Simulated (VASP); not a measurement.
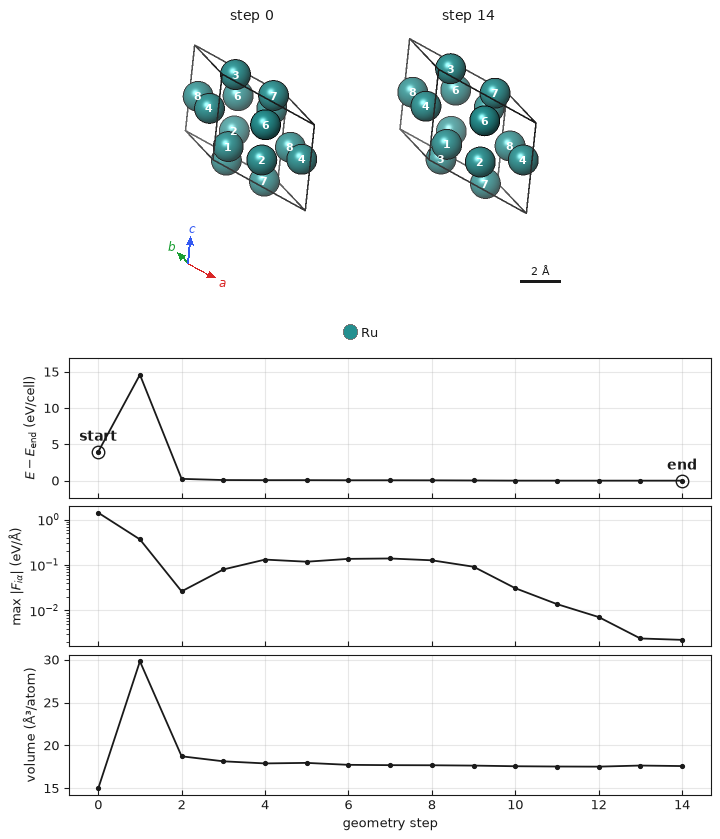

First and last geometry of a relaxation of solid Ru (a generated structure, set up in Ia-3), with the history of the run. The picture is a spheres-only view of the cell of the calculation, seen slightly off an axis.

The run lets cell and atoms move.

These are results of VASP 6.6.1, Kohn-Sham DFT of a periodic cell, PBE, VASP PAW PBE potentials, recommended, not measurements.

Input
```
SYSTEM = Ru
PREC = Accurate ; ENCUT = 600
EDIFF = 1E-7 ; ISMEAR = 0
SIGMA = 0.1 ; LREAL = .False.
LASPH = .True. ; NELM = 100
ALGO = Normal ; ISIF = 3
LWAVE = .False. ; LCHARG = .False.
GGA = PE ; IBRION = 2
NSW = 90 ; EDIFFG = -0.04
```

Command:
```bash
cat potpaw_PBE.64/Ru_pv/POTCAR > POTCAR
mpirun -np 1 vasp_std > vasp.out
```

**What do the curves and the structures tell?**

It converged. The energy falls by 3.977 eV per cell of the calculation in 14 geometry steps. Largest force component: 1.4 eV/Å at the start, 0.0023 eV/Å at the end. The pressure goes from 57.21 to 0.00 GPa. The largest moves relative to the cell, 0.13 Å, are those of Ru atoms. Cell: a = b = c 5.379 → 5.675 Å (+5.5 %). Volume +17.5 %. Near-neighbour distances that change, for instance: Ru–Ru 2.216 → 2.590 Å, Ru–Ru 2.230 → 2.326 Å. Bond angles that change, for instance: Ru–Ru–Ru 98.1° → 94.1°. The space group stays Ia-3 (No. 206). At step 1 the optimiser overshot: the energy rose above the start, and later steps came back. The volume changes by over a tenth within one run on a fixed set of plane waves, so the end point should be relaxed again from the new cell. It ran on 1 thread of Intel(R) Xeon(R) Platinum 8559C (Emerald Rapids), with other jobs on the host.
